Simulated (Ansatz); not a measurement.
Consider HC18O (slab).

Input file:

```
crystal:
  lattice:
    - [7.398, 0.0, 0.0]
    - [-3.699, 6.406856, 0.0]
    - [0.0, 0.0, 12.0]
  atoms:
    - { symbol: C, position: [0.0, 0.0, 0.0833333] }
    - { symbol: C, position: [0.2222222, 0.1111111, 0.0833333] }
    - { symbol: C, position: [0.0, 0.3333333, 0.0833333] }
    - { symbol: C, position: [0.2222222, 0.4444444, 0.0833333] }
    - { symbol: C, position: [0.0, 0.6666667, 0.0833333] }
    - { symbol: C, position: [0.2222222, 0.7777778, 0.0833333] }
    - { symbol: C, position: [0.3333333, 0.0, 0.0833333] }
    - { symbol: C, position: [0.5555556, 0.1111111, 0.0833333] }
    - { symbol: C, position: [0.3333333, 0.3333333, 0.0833333] }
    - { symbol: C, position: [0.5555556, 0.4444444, 0.0833333] }
    - { symbol: C, position: [0.3333333, 0.6666667, 0.0833333] }
    - { symbol: C, position: [0.5555556, 0.7777778, 0.0833333] }
    - { symbol: C, position: [0.6666667, 0.0, 0.0833333] }
    - { symbol: C, position: [0.8888889, 0.1111111, 0.0833333] }
    - { symbol: C, position: [0.6666667, 0.3333333, 0.0833333] }
    - { symbol: C, position: [0.8888889, 0.4444444, 0.0833333] }
    - { symbol: C, position: [0.6666667, 0.6666667, 0.0833333] }
    - { symbol: C, position: [0.8888889, 0.7777778, 0.0833333] }
    - { symbol: O, position: [0.7822104, 0.7371784, 0.19], spin: 1.0 }
    - { symbol: H, position: [0.8127601, 0.7217212, 0.2675] }
magnetization:
  spin_polarized: true
basis:
  ecutwfc: 420.0
kpoints:
  mp_grid: { grid: [2, 2, 1] }
hamiltonian:
  xc: pbe
scf:
  occupations: { method: gaussian, width: 0.02 }
  lower_state_search: "off"
relax:
  f_tol: 0.03
  max_steps: 60
  adjacent_minimum: "off"
output:
  write_density: true
  write_potential: true
  elf: true
  volumetric_format: npy
```

Launched as:

```sh
ansatz run input.yaml --threads 2 --pin off --max-ram 5120MiB --backend cpu --events-out ev --progress --plain --runs-dir out
```

The fields are those of the run's last geometry, not of the input's.

The program warned that a starting moment wasn't kept; spin-polarised, but the moments vanished.

Theory: DFT PBE, scalar-relativistic, plane waves, PAW in Ansatz.

What will maps of the valence pseudo-density and electron localisation function show?

Answer. C–O (1.50 Å): ρ is about 1.7 e/Å³ halfway; the ELF peaks at about 0.85 between the atoms, as expected for a shared but strongly polarised pair.

Does the calculation make it a metal, or give it a gap?

Answer. It is gapped, with a Kohn–Sham gap of 0.43 eV on the k-point mesh, an upper bound to the gap of this method.

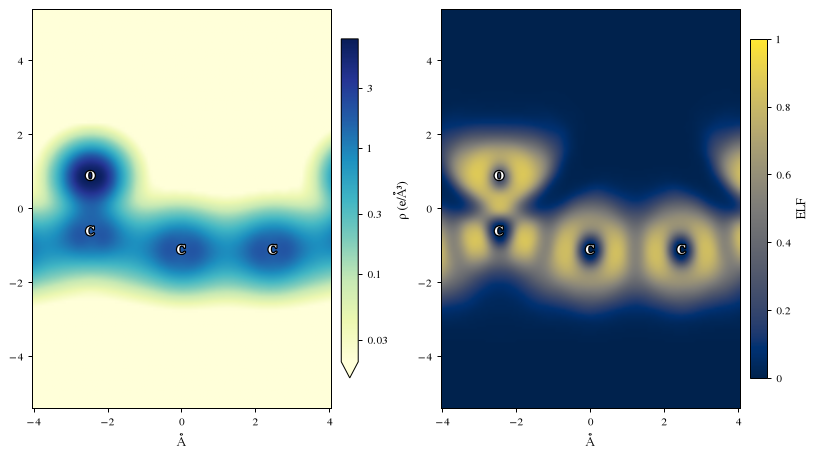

Computed valence pseudo-density and electron localisation function on the (010) plane of the calculation cell, a cut from vacuum to vacuum, in this order. Atoms just off the plane (C, 0.7 Å away) can leave unmarked features too.

Core electrons are frozen (PAW), and the valence fields are smoothed inside the atomic spheres.
